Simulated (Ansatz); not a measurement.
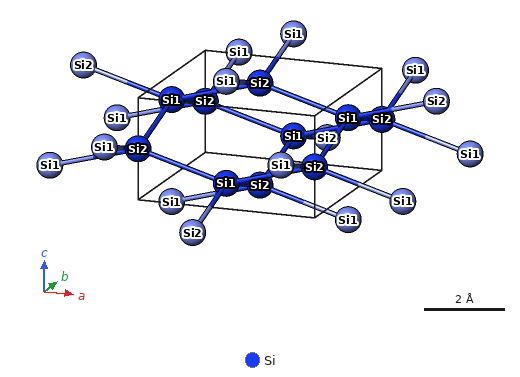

**Figure 1.** The structure of run A (ball-and-stick view of the cell 2 times as large as that of the calculation, set on its symmetry axes, seen slightly off an axis; neighbours outside the cell are drawn fainter; atoms are numbered from 1 in the order of the input).

# Si: a changed input and its effect

System: Si (2 atoms in the cell).
Method of run A: DFT, PBEsol, PAW with Ansatz's default frozen-core files, scalar-relativistic; relaxation of cell and atoms, no spin polarisation (Ansatz 0.2.0).

The structure derives from a Materials Project entry. Text and figures count atoms from 1; the logs count them from 0 in places.

**Input file, run A**
```yaml
crystal:
  lattice:
    - [-2.3713723045, 2.3713723045, 1.3292653899]
    - [2.3713723045, -2.3713723045, 1.3292653899]
    - [2.3713723045, 2.3713723045, -1.3292653899]
  atoms:
    - { symbol: Si, position: [0.25, 0.75, 0.5] }
    - { symbol: Si, position: [0.5, 0.5, 0.0] }
kpoints:
  mp_grid: { grid: [18, 18, 18] }
scf:
  occupations: { method: fermi_dirac, width: 0.1 }
hamiltonian:
  xc: pbesol
  pseudopotentials: { kind: paw }
relax:
  f_tol: 0.002
  max_steps: 80
  cell: {}
output:
  forces: true
  stress: true
```

Launched with:
```bash
ansatz run input.yaml --threads 1 --pin off --max-ram 2560MiB --backend cpu --events-out ev --progress --plain --runs-dir out
```

Hardware: 1 thread of Arm Neoverse V2, 24 GiB of memory available, shared host.

**Output, shortened to warnings, some set-up lines, iterations and results (run A)**
```
Basis set: ecut = 420 eV, 581 PW (Γ), exchange–correlation on 50×50×50 points (8 copies of the dense FFT grid, shifted against one another)
Symmetry: 16 space group operations
k-points: 480 of 5832
Initial density: superposition of atomic densities (neutral atoms: chi_scale 0, normalization atom), corrected by the library's trained network
[...]
SCF iter   1: F=—  HF=-1242.622022 eV  |F-HF|=—  |Δ(HF+E_count)|=         —  Δρ=2.14e-3  dr2=6.66e-4  ethr=1.77e-3  ⟨swp⟩=5.1  Hψ=30876  notcnv=0
SCF iter   2: F=—  HF=-1242.622035 eV  |F-HF|=—  |Δ(HF+E_count)|=   1.30e-5  Δρ=1.25e-3  dr2=2.37e-4  ethr=8.33e-6  ⟨swp⟩=1.8  Hψ=8238  notcnv=0
SCF iter   3: F=—  HF=-1242.622059 eV  |F-HF|=—  |Δ(HF+E_count)|=   2.42e-5  Δρ=7.48e-5  dr2=1.55e-6  ethr=2.96e-6  ⟨swp⟩=1.0  Hψ=3840  notcnv=0
SCF iter   4: F=—  HF=-1242.622060 eV  |F-HF|=—  |Δ(HF+E_count)|=   2.77e-7  Δρ=1.93e-5  dr2=7.58e-8  ethr=1.94e-8  ⟨swp⟩=2.3  Hψ=5787  notcnv=0
SCF iter   5: F=-1242.622060 eV  HF=-1242.622060 eV  |F-HF|=4.53e-10  |Δ(HF+E_count)|=   2.25e-8  Δρ=1.99e-6  dr2=1.09e-9  ethr=9.48e-10  ⟨swp⟩=2.1  Hψ=5797  notcnv=0
[... 27 lines ...]
SCF iter   1: F=—  HF=-1242.626837 eV  |F-HF|=—  |Δ(HF+E_count)|=         —  Δρ=1.38e-5  dr2=5.52e-9  ethr=1.41e-8  ⟨swp⟩=3.1  Hψ=42902  notcnv=0
SCF iter   2: F=—  HF=-1242.626837 eV  |F-HF|=—  |Δ(HF+E_count)|=   7.44e-8  Δρ=6.95e-6  dr2=1.37e-9  ethr=6.90e-11  ⟨swp⟩=1.3  Hψ=4096  notcnv=0
SCF iter   3: F=-1242.626837 eV  HF=-1242.626837 eV  |F-HF|=6.82e-13  |Δ(HF+E_count)|=   5.62e-9  Δρ=7.25e-8  dr2=4.54e-13  ethr=1.00e-12  ⟨swp⟩=4.0  Hψ=16939  notcnv=0
SCF 6 converged in 3 iterations: F = -1242.626837 eV  dr2 = 4.54e-13
relax step   6: F+E_penalty+E_count = -1242.62683664 eV  Δ(F+E_penalty+E_count) = -3.156e-5 eV  max|allowed force component| = 1.388e-17 eV/Å  Δτ_max = 0.0000 Å  P = +0.010 …
basis re-selected at this cell: Δ(F+E_penalty+E_count) = -3.156e-5 eV, ΔP = +0.001 GPa vs the last step (what re-selecting the basis moved, of the pressure what is left beyond the Pulay correction that the steps carried, after the strain that the cell walked since its last selection, with what the …
SCF converged after 3 iterations
Free energy (F): -1242.626837 eV
Harris-Foulkes:  -1242.626837 eV  (|F-HF|=6.82e-13)
Internal energy: -1242.603570 eV  (E = F + TS)
E sigma→0 (E₀):  -1242.615203 eV
Entropy (-TS):   -0.023267 eV (-11.633 meV/atom)
Fermi energy:    9.813224 eV
--- Per-component energies (eV) ---
  E_band       = 34.653955
  E_kinetic    = 82.456843
  E_local      = -3.456794  (includes V_loc(G=0)·N_el)
  E_nonlocal   = 51.244681
  E_hartree    = 2.274957
  E_xc         = -111.047397
  E_vxc        = -95.833711  (∫ρ·V_xc dr)
  E_paw        = -997.202225  (= ΣΔE_a)
  E_vpaw       = -4.306991  (= ΣTr[D̂ρ^β])
  E_aug_tail   = 0.000013  (compensation charges beyond the density's cutoff)
  E_ewald      = -266.936769
  E_core_change = 0.063121  (= ΣΔE_core)
  E_smearing   = -0.023267  (= −TS)
  E_closure    = 0.000000  (closes the sum)
  Σ components = -1242.626837   (vs F -1242.626837, Δ=0.00e0)
--- Forces (eV/Å), atoms counted from 1 ---
  atom   1  Si     0.00000000    -0.00000000     0.00000000
  atom   2  Si     0.00000000     0.00000000     0.00000000
  max |Σ_I F_I| component: 2.78e-17 eV/Å
--- Stress (GPa, compression-positive) ---
        0.012704      -0.000000       0.000000
       -0.000000       0.012704       0.000000
        0.000000       0.000000       0.004166
  P = ⅓ Tr σ = 0.0099 GPa (0.099 kbar)
--- Relaxed structure (5 steps of the walk, 5 accepted, 1 SCFs on fresh bases) ---
  F+E_penalty+E_count = -1242.62683664 eV   max|allowed force component| = 1.388e-17 eV/Å   (the final SCF, on the basis selected at the relaxed cell)
  cell:  # Å, volume = 30.0273 Å³
    - [-2.3934924106494537, 2.3934924106494537, 1.3103666047426865]
    - [2.3934924106494537, -2.3934924106494537, 1.3103666047426865]
    - [2.3934924106494537, 2.3934924106494537, -1.3103666047426865]
  atoms:
    - { symbol: Si, position: [0.24999999999999994, 0.7500000000000001, 0.5000000000000001] }
    - { symbol: Si, position: [0.5, 0.5, 4.027049505015066e-36] }
```

For run B the input was changed thus:
```diff
-  xc: pbesol
+  xc: rpbe
+  write_density: true
+  write_potential: true
+  elf: true
+  volumetric_format: npy
```

How does run B compare with run A?

The total energies belong to different methods, so their difference says nothing on which is more stable or more accurate. The volume per atom goes from 15.01 to 15.56 Å³. The functional changes from PBEsol to RPBE. The SCF takes 23 iterations over all geometry steps against 25.

**Output, shortened to warnings, some set-up lines, iterations and results (run B)**
```
Basis set: ecut = 420 eV, 581 PW (Γ), exchange–correlation on 50×50×50 points (8 copies of the dense FFT grid, shifted against one another)
Symmetry: 16 space group operations
k-points: 480 of 5832
Initial density: superposition of atomic densities (neutral atoms: chi_scale 0, normalization atom), corrected by the library's trained network
[...]
SCF iter   1: F=—  HF=-1277.152677 eV  |F-HF|=—  |Δ(HF+E_count)|=         —  Δρ=2.52e-3  dr2=1.34e-3  ethr=1.77e-3  ⟨swp⟩=5.1  Hψ=30734  notcnv=0
SCF iter   2: F=—  HF=-1277.152762 eV  |F-HF|=—  |Δ(HF+E_count)|=   8.45e-5  Δρ=1.54e-3  dr2=5.35e-4  ethr=1.68e-5  ⟨swp⟩=1.7  Hψ=8151  notcnv=0
SCF iter   3: F=—  HF=-1277.152707 eV  |F-HF|=—  |Δ(HF+E_count)|=   5.45e-5  Δρ=8.38e-5  dr2=6.78e-7  ethr=6.69e-6  ⟨swp⟩=2.0  Hψ=5777  notcnv=0
SCF iter   4: F=—  HF=-1277.152709 eV  |F-HF|=—  |Δ(HF+E_count)|=   1.49e-6  Δρ=9.50e-6  dr2=2.53e-8  ethr=8.47e-9  ⟨swp⟩=2.2  Hψ=5783  notcnv=0
SCF iter   5: F=-1277.152709 eV  HF=-1277.152709 eV  |F-HF|=6.39e-11  |Δ(HF+E_count)|=   1.56e-9  Δρ=3.12e-6  dr2=1.53e-9  ethr=3.17e-10  ⟨swp⟩=2.0  Hψ=5844  notcnv=0
[... 25 lines ...]
SCF iter   1: F=—  HF=-1277.173922 eV  |F-HF|=—  |Δ(HF+E_count)|=         —  Δρ=2.47e-5  dr2=1.66e-8  ethr=8.59e-9  ⟨swp⟩=3.1  Hψ=42628  notcnv=0
SCF iter   2: F=—  HF=-1277.173922 eV  |F-HF|=—  |Δ(HF+E_count)|=   2.49e-7  Δρ=1.26e-5  dr2=4.34e-9  ethr=2.08e-10  ⟨swp⟩=2.6  Hψ=5832  notcnv=0
SCF iter   3: F=-1277.173922 eV  HF=-1277.173922 eV  |F-HF|=1.02e-11  |Δ(HF+E_count)|=   8.02e-8  Δρ=1.78e-7  dr2=1.88e-12  ethr=1.00e-12  ⟨swp⟩=4.4  Hψ=18724  notcnv=0
SCF 6 converged in 3 iterations: F = -1277.173922 eV  dr2 = 1.88e-12
relax step   6: F+E_penalty+E_count = -1277.17392247 eV  Δ(F+E_penalty+E_count) = -1.939e-4 eV  max|allowed force component| = 1.735e-17 eV/Å  Δτ_max = 0.0000 Å  P = +0.010 …
basis re-selected at this cell: Δ(F+E_penalty+E_count) = -1.939e-4 eV, ΔP = +0.012 GPa vs the last step (what re-selecting the basis moved, of the pressure what is left beyond the Pulay correction that the steps carried, after the strain that the cell walked since its last selection, with what the …
SCF converged after 3 iterations
Free energy (F): -1277.173922 eV
Harris-Foulkes:  -1277.173922 eV  (|F-HF|=1.02e-11)
Internal energy: -1277.150585 eV  (E = F + TS)
E sigma→0 (E₀):  -1277.162254 eV
Entropy (-TS):   -0.023337 eV (-11.669 meV/atom)
Fermi energy:    9.499474 eV
--- Per-component energies (eV) ---
  E_band       = 33.021521
  E_kinetic    = 80.897601
  E_local      = -4.379691  (includes V_loc(G=0)·N_el)
  E_nonlocal   = 49.652244
  E_hartree    = 2.432964
  E_xc         = -111.260375
  E_vxc        = -94.328035  (∫ρ·V_xc dr)
  E_paw        = -1030.660225  (= ΣΔE_a)
  E_vpaw       = -3.686538  (= ΣTr[D̂ρ^β])
  E_aug_tail   = 0.000014  (compensation charges beyond the density's cutoff)
  E_ewald      = -263.785151
  E_core_change = -0.047966  (= ΣΔE_core)
  E_smearing   = -0.023337  (= −TS)
  E_closure    = 0.000000  (closes the sum)
  Σ components = -1277.173922   (vs F -1277.173922, Δ=0.00e0)
--- Forces (eV/Å), atoms counted from 1 ---
  atom   1  Si    -0.00000000     0.00000000     0.00000000
  atom   2  Si     0.00000000     0.00000000     0.00000000
  max |Σ_I F_I| component: 2.78e-17 eV/Å
--- Stress (GPa, compression-positive) ---
        0.016342      -0.000000      -0.000000
       -0.000000       0.016342      -0.000000
        0.000000       0.000000      -0.003653
  P = ⅓ Tr σ = 0.0097 GPa (0.097 kbar)
--- Relaxed structure (5 steps of the walk, 5 accepted, 1 SCFs on fresh bases) ---
  F+E_penalty+E_count = -1277.17392247 eV   max|allowed force component| = 1.735e-17 eV/Å   (the final SCF, on the basis selected at the relaxed cell)
  cell:  # Å, volume = 31.1153 Å³
    - [-2.4185751851614046, 2.4185751851614046, 1.3298270685171794]
    - [2.4185751851614046, -2.4185751851614046, 1.3298270685171794]
    - [2.4185751851614046, 2.4185751851614046, -1.3298270685171794]
  atoms:
    - { symbol: Si, position: [0.24999999999999992, 0.7500000000000001, 0.5000000000000001] }
    - { symbol: Si, position: [0.49999999999999994, 0.49999999999999994, -8.927613012220085e-36] }
```

**The two runs side by side**

| quantity | run A | run B |
| --- | --- | --- |
| outcome | converged | converged |
| free energy per atom (eV) | −621.3134 | −638.5870 |
| energy per atom, smearing taken to zero (eV) | −621.3076 | −638.5811 |
| pressure (GPa) | 0.01 | 0.01 |
| volume per atom (Å³) | 15.01 | 15.56 |
| largest force (eV/Å) | 0.000 | 0.000 |
| SCF iterations | 25 | 23 |
| irreducible k-points | 480 | 480 |
| wall time (shared host) | 29 s | 31 s |
